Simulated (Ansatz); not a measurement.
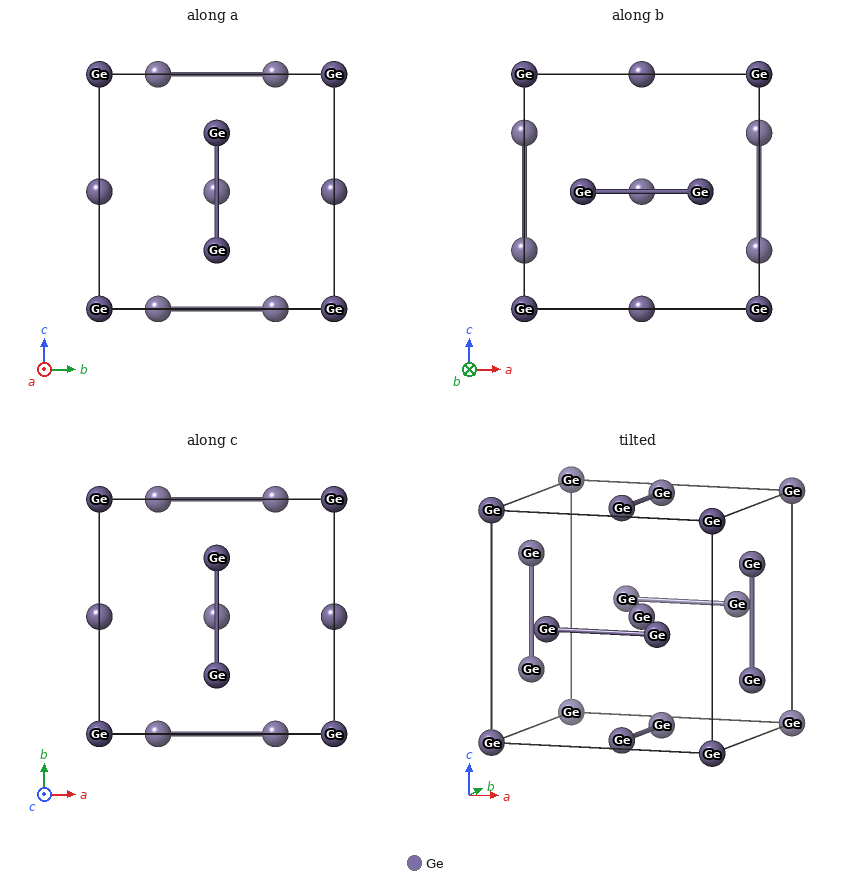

The figure gives a ball-and-stick picture of the atoms, viewed along the a axis, along the b axis, along the c axis and slightly off an axis. One conventional unit cell is outlined, and atoms on its boundary appear in each equivalent place.

Lattice parameters: a = 5.2890 Å, b = 5.2890 Å, c = 5.2890 Å, α = 90.000°, β = 90.000°, γ = 90.000°.

**Write down what is shown as a CIF in P1 with every atom of the cell.**

```cif
data_structure
_symmetry_space_group_name_H-M 'P 1'
_symmetry_Int_Tables_number 1
_cell_length_a 5.2890
_cell_length_b 5.2890
_cell_length_c 5.2890
_cell_angle_alpha 90.000
_cell_angle_beta 90.000
_cell_angle_gamma 90.000
_cell_volume 147.95
loop_
_atom_site_label
_atom_site_type_symbol
_atom_site_fract_x
_atom_site_fract_y
_atom_site_fract_z
_atom_site_occupancy
Ge1 Ge 0.0000 0.0000 0.0000 1
Ge2 Ge 0.5000 0.5000 0.5000 1
Ge3 Ge 0.2500 0.0000 0.5000 1
Ge4 Ge 0.7500 0.0000 0.5000 1
Ge5 Ge 0.5000 0.2500 0.0000 1
Ge6 Ge 0.5000 0.7500 0.0000 1
Ge7 Ge 0.0000 0.5000 0.2500 1
Ge8 Ge 0.0000 0.5000 0.7500 1
```

The cell started as a structure type filled with this element by a generator (whether the element takes this form wasn't checked). Earlier steps of the study may have refined or changed the cell and positions. An electronic-structure calculation with Ansatz was run on it.
